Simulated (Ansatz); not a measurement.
SiC: geometry relaxation (part 3 of 3)

The same run, continued: SiC (slab, 12 atoms in the cell); DFT r2SCAN, scalar-relativistic, plane waves, PAW, no spin polarisation (Ansatz 0.2.0); cutoff 500 eV, 9×5×1 k-mesh, Gaussian smearing of 0.05 eV. The structure derives from an entry of the Crystallography Open Database. The input holds or restrains some coordinates. Forces given for the steps count only the free coordinates. It belongs to a series of runs on one base structure; here: clean slab, lower half held.

**Output, continued**
```
  k-point 1: bands = ["-16.4539", "-15.3347", "-13.8817", "-13.6778", "-12.5927", "-11.4772", "-8.5096", "-8.2902", "-7.5654", "-6.2593", "-5.5477", "-4.9952", "-3.8837", "-3.6396", "-3.0945", "-2.3496", "-2.1989", "-2.0447", "-2.0424", "-1.8849", "-1.3205", "-1.0810", "-0.4323", "-0.3961", "1.3407", "2.4297", "3.0968", "3.7536", "4.6047", "5.1335", "5.3560", "5.5127", "5.9429", "6.2664", "6.7242", "6.8767"]
  k-point 2: bands = ["-15.8923", "-15.0349", "-14.5907", "-13.9221", "-13.0714", "-12.2693", "-8.1672", "-7.3927", "-6.3320", "-5.9920", "-4.7863", "-4.2116", "-3.9320", "-3.7020", "-3.5132", "-2.8767", "-2.6372", "-2.4827", "-2.2427", "-2.1885", "-1.5780", "-1.1744", "-0.8058", "-0.6358", "0.9474", "2.1597", "3.4421", "3.8059", "4.7342", "5.2257", "5.7142", "5.9690", "6.0397", "6.3619", "6.5179", "6.7092"]
  k-point 14: bands = ["-13.5993", "-13.0807", "-12.7302", "-12.4358", "-12.0567", "-11.0972", "-8.9284", "-8.7711", "-8.5698", "-8.3225", "-7.8910", "-7.2317", "-5.0545", "-4.3953", "-3.9746", "-3.8884", "-3.5521", "-3.3283", "-3.0092", "-2.7173", "-2.4868", "-2.3996", "-0.9890", "-0.2043", "0.6205", "1.3512", "3.7900", "3.9615", "4.3936", "4.5865", "5.1188", "5.3736", "5.9186", "6.2418", "6.7261", "7.0129"]
--- Relaxed structure (6 steps of the walk, 6 accepted, 0 SCFs on fresh bases) ---
  F+E_penalty+E_count = -5342.20958495 eV   max|allowed force component| = 5.319e-3 eV/Å
  atoms:
    - { symbol: Si, position: [0.0, 0.9953971174999999, 0.3661563601999999] }
    - { symbol: C, position: [0.0, 0.6196028825, 0.3661563601999999] }
    - { symbol: Si, position: [0.49999999999999994, 0.4953971175, 0.40439740009999997] }
    - { symbol: C, position: [0.49999999999999994, 0.1196028825, 0.40439740009999997] }
    - { symbol: Si, position: [0.49999999999999994, 0.9953971174999999, 0.48087947999999997] }
    - { symbol: C, position: [0.49999999999999994, 0.6196028825, 0.48087947999999997] }
    - { symbol: Si, position: [-5.197345429242489e-19, 0.4925453749740733, 0.5177225538863491] }
    - { symbol: C, position: [-9.091760295780591e-20, 0.11910402476918357, 0.5181956368571556] }
    - { symbol: Si, position: [1.819112572723826e-18, 1.0053784449944103, 0.5982914846771951] }
    - { symbol: C, position: [2.1863395644083444e-18, 0.6315991555913736, 0.5969505641941112] }
    - { symbol: Si, position: [0.49999999999999994, 0.473310062610025, 0.6226299696165782] }
    - { symbol: C, position: [0.49999999999999994, 0.13268893288767117, 0.6293163873615119] }
```

**Trajectory as extended XYZ (Å, eV, eV/Å), 6 frames, from step=1 to step=6**
```
12
Lattice="3.0752 0.0000 0.0000 0.0000 5.0482 0.0000 0.0000 0.0000 23.2141" Properties=species:S:1:pos:R:3:forces:R:3 step=1 energy=-5341.46758
Si    0.0000    5.0249    8.5000    0.0000  -2.6643   1.9115
C     0.0000    3.1279    8.5000    0.0000   1.5541   1.3601
Si    1.5376    2.5008    9.3877    0.0000   0.9422  -2.5996
C     1.5376    0.6038    9.3877    0.0000   0.6298  -1.1305
Si    1.5376    5.0249   11.1632    0.0000  -0.5627   0.1749
C     1.5376    3.1279   11.1632    0.0000   0.1012   0.6796
Si    0.0000    2.5008   12.0509    0.0000  -0.5627  -0.1748
C     0.0000    0.6038   12.0509    0.0000   0.1012  -0.6797
Si    0.0000    5.0249   13.8264    0.0000   0.9422   2.5996
C     0.0000    3.1279   13.8264    0.0000   0.6298   1.1303
Si    1.5376    2.5008   14.7141    0.0000  -2.6643  -1.9115
C     1.5376    0.6038   14.7141    0.0000   1.5540  -1.3602
12
Lattice="3.0752 0.0000 0.0000 0.0000 5.0482 0.0000 0.0000 0.0000 23.2141" Properties=species:S:1:pos:R:3:forces:R:3 step=2 energy=-5342.00207
Si    0.0000    5.0249    8.5000    0.0000  -2.6705   1.9107
C     0.0000    3.1279    8.5000    0.0000   1.5584   1.3662
Si    1.5376    2.5008    9.3877    0.0000   0.9501  -2.6595
C     1.5376    0.6038    9.3877    0.0000   0.6162  -1.1461
Si    1.5376    5.0249   11.1632    0.0000  -0.5219   0.2277
C     1.5376    3.1279   11.1632    0.0000   0.0882   0.4756
Si    0.0000    2.4941   12.0324    0.0000  -0.2250  -0.5945
C     0.0000    0.6035   12.0477    0.0000   0.2527  -0.4718
Si    0.0000    5.0936   13.8663    0.0000   0.2727   0.8861
C     0.0000    3.2047   13.7799    0.0000  -0.0022   1.4741
Si    1.5376    2.4709   14.5329    0.0000  -1.7335  -0.7469
C     1.5376    0.6601   14.6708    0.0000   1.4135  -0.7210
12
Lattice="3.0752 0.0000 0.0000 0.0000 5.0482 0.0000 0.0000 0.0000 23.2141" Properties=species:S:1:pos:R:3:forces:R:3 step=3 energy=-5342.14637
Si    0.0000    5.0249    8.5000    0.0000  -2.6608   1.9270
C     0.0000    3.1279    8.5000    0.0000   1.5491   1.3760
Si    1.5376    2.5008    9.3877    0.0000   0.9340  -2.7334
C     1.5376    0.6038    9.3877    0.0000   0.5995  -1.2025
Si    1.5376    5.0249   11.1632    0.0000  -0.5359   0.1160
C     1.5376    3.1279   11.1632    0.0000   0.0864   0.5692
Si    0.0000    2.4841   12.0207    0.0000   0.2343  -0.0451
C     0.0000    0.6045   12.0300    0.0000  -0.0561   0.0673
Si    0.0000    5.1021   13.8971    0.0000  -0.7899  -0.2189
C     0.0000    3.1905   13.8592    0.0000  -0.0623   0.1639
Si    1.5376    2.3515   14.4429    0.0000   2.2181  -0.2250
C     1.5376    0.6876   14.6146    0.0000  -1.5154   0.2064
12
Lattice="3.0752 0.0000 0.0000 0.0000 5.0482 0.0000 0.0000 0.0000 23.2141" Properties=species:S:1:pos:R:3:forces:R:3 step=4 energy=-5342.20820
Si    0.0000    5.0249    8.5000    0.0000  -2.6589   1.9361
C     0.0000    3.1279    8.5000    0.0000   1.5446   1.3814
Si    1.5376    2.5008    9.3877    0.0000   0.9278  -2.7491
C     1.5376    0.6038    9.3877    0.0000   0.6009  -1.2168
Si    1.5376    5.0249   11.1632    0.0000  -0.4843   0.1094
C     1.5376    3.1279   11.1632    0.0000   0.1096   0.5709
Si    0.0000    2.4896   12.0208    0.0000  -0.0781  -0.0929
C     0.0000    0.6022   12.0326    0.0000  -0.0240  -0.0598
Si    0.0000    5.0684   13.8877    0.0000   0.0399   0.0164
C     0.0000    3.1836   13.8515    0.0000  -0.0766   0.0969
Si    1.5376    2.3783   14.4470    0.0000   0.0076   0.0338
C     1.5376    0.6578   14.6136    0.0000   0.0938  -0.0268
12
Lattice="3.0752 0.0000 0.0000 0.0000 5.0482 0.0000 0.0000 0.0000 23.2141" Properties=species:S:1:pos:R:3:forces:R:3 step=5 energy=-5342.20945
Si    0.0000    5.0249    8.5000    0.0000  -2.6589   1.9358
C     0.0000    3.1279    8.5000    0.0000   1.5447   1.3822
Si    1.5376    2.5008    9.3877    0.0000   0.9272  -2.7527
C     1.5376    0.6038    9.3877    0.0000   0.5999  -1.2160
Si    1.5376    5.0249   11.1632    0.0000  -0.5082   0.0920
C     1.5376    3.1279   11.1632    0.0000   0.1007   0.5774
Si    0.0000    2.4875   12.0196    0.0000  -0.0203  -0.0275
C     0.0000    0.6010   12.0303    0.0000   0.0155  -0.0026
Si    0.0000    5.0761   13.8896    0.0000  -0.0127   0.0047
C     0.0000    3.1883   13.8560    0.0000  -0.0076   0.0378
Si    1.5376    2.3882   14.4537    0.0000   0.0103  -0.0027
C     1.5376    0.6687   14.6134    0.0000   0.0093  -0.0285
12
Lattice="3.0752 0.0000 0.0000 0.0000 5.0482 0.0000 0.0000 0.0000 23.2141" Properties=species:S:1:pos:R:3:forces:R:3 step=6 energy=-5342.20958
Si    0.0000    5.0249    8.5000    0.0000  -2.6588   1.9360
C     0.0000    3.1279    8.5000    0.0000   1.5446   1.3825
Si    1.5376    2.5008    9.3877    0.0000   0.9274  -2.7574
C     1.5376    0.6038    9.3877    0.0000   0.5990  -1.2183
Si    1.5376    5.0249   11.1632    0.0000  -0.5107   0.0822
C     1.5376    3.1279   11.1632    0.0000   0.0988   0.5774
Si    0.0000    2.4865   12.0185    0.0000   0.0017   0.0021
C     0.0000    0.6013   12.0295    0.0000  -0.0026  -0.0009
Si    0.0000    5.0753   13.8888    0.0000   0.0038  -0.0053
C     0.0000    3.1884   13.8577    0.0000  -0.0003   0.0014
Si    1.5376    2.3893   14.4538    0.0000  -0.0034   0.0006
C     1.5376    0.6698   14.6090    0.0000   0.0005  -0.0003
```

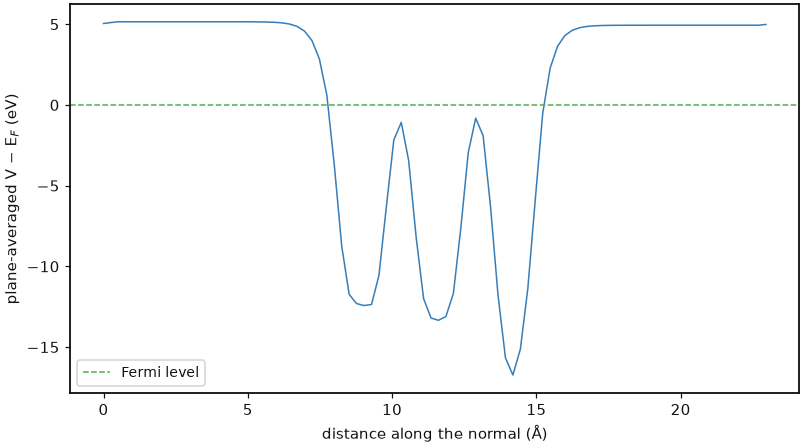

Plane average of the electrostatic potential energy of an electron across the cell, from the Fermi level. The vacuum level lies 4.94 eV above the Fermi level on the upper side and 5.15 eV on the lower.

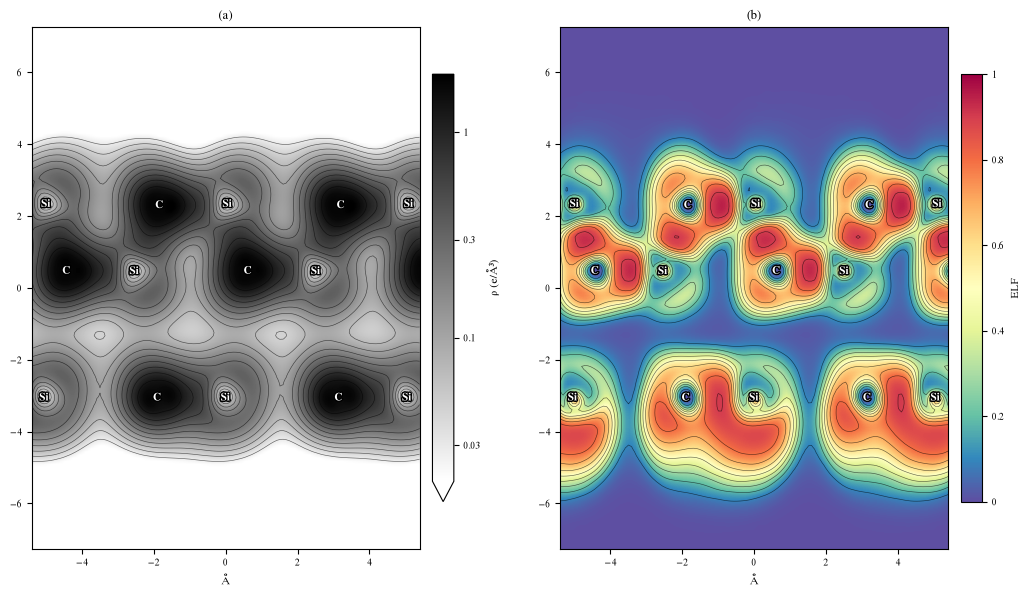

(a) valence electron density; (b) electron localisation function on the (100) plane of the calculation cell, a cut from vacuum to vacuum. Atoms in the plane: Si and C. The density dies away to nearly zero in the vacuum. In a PAW calculation such maps are meaningful between the atoms, not at the nuclei.

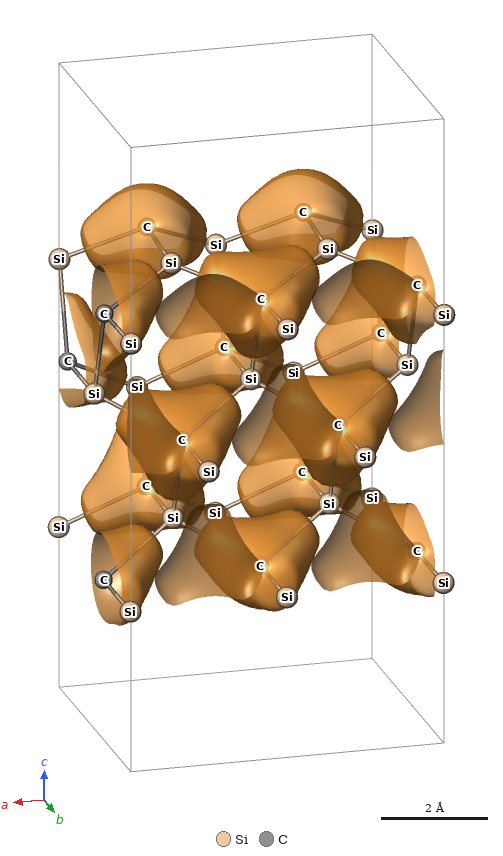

Isosurface of the valence electron density at 0.5 e/Å³ (orange), seen at an oblique angle. Sticks mark near contacts. At this value the density breaks into separate islands; it holds about 55 % of the electrons treated as valence. On the grid the lowest density along these lines, outside the cores, is 0.94 e/Å³ (Si–C, 1.73 Å), 0.79 e/Å³ (Si–C, 1.82 Å), 0.73 e/Å³ (Si–C, 1.87 Å) and 0.62 e/Å³ (Si–C, 1.95 Å).

This output came from the following input.

**The input**
```yaml
crystal:
  lattice:
    - [3.0751950066, 0.0, 0.0]
    - [0.0, 5.0481668562, 0.0]
    - [0.0, 0.0, 23.2141263271]
  atoms:
    - { symbol: Si, position: [0.0, 0.9953971175, 0.3661563602] }
    - { symbol: C, position: [0.0, 0.6196028825, 0.3661563602] }
    - { symbol: Si, position: [0.5, 0.4953971175, 0.4043974001] }
    - { symbol: C, position: [0.5, 0.1196028825, 0.4043974001] }
    - { symbol: Si, position: [0.5, 0.9953971175, 0.48087948] }
    - { symbol: C, position: [0.5, 0.6196028825, 0.48087948] }
    - { symbol: Si, position: [0.0, 0.4953971175, 0.51912052] }
    - { symbol: C, position: [0.0, 0.1196028825, 0.51912052] }
    - { symbol: Si, position: [0.0, 0.9953971175, 0.5956025999] }
    - { symbol: C, position: [0.0, 0.6196028825, 0.5956025999] }
    - { symbol: Si, position: [0.5, 0.4953971175, 0.6338436398] }
    - { symbol: C, position: [0.5, 0.1196028825, 0.6338436398] }
basis:
  ecutwfc: 500
kpoints:
  mp_grid: { grid: [9, 5, 1] }
hamiltonian:
  xc: r2scan
scf:
  occupations: { method: gaussian, width: 0.05 }
output:
  forces: true
  eigenvalues: true
  write_density: true
  write_potential: true
  elf: true
  volumetric_format: npy
relax:
  adjacent_minimum: "off"
  f_tol: 0.03
  max_steps: 70
  constraints: [{ sites: [0, 1, 2, 3, 4, 5] }]
efield:
  axis: 3
  dipole_correction: true
  ramp_width: 0.04
```

Launch command:
```bash
ansatz run input.yaml --threads 2 --pin off --max-ram 5120MiB --backend cpu --events-out ev --progress --plain --runs-dir out
```

**Key numbers**

| quantity | value |
| --- | --- |
| outcome | converged under the restraints of the input |
| electrons treated | 48 |
| free energy | −5342.2096 eV |
| work function, top face | 4.94 eV |
| work function, bottom face | 5.15 eV |
| Fermi energy | 0.209 eV |
| gap on the k-point mesh | 0.82 eV |
| final volume | 360.38 Å³ |
| work function (upper face) | 4.94 eV |
| largest force (length of the vector) at the end, held atoms and coordinates included | 3.289 eV/Å |
| hardware | 2 threads of Arm Neoverse V2, 24 GiB of memory available, shared host |
| wall time | 2.9 min (CPU time 5.8 min) |
| peak memory | 1.3 GiB |

**Remarks**

The program warns: the exchange-correlation potential is rough where the density is thin.
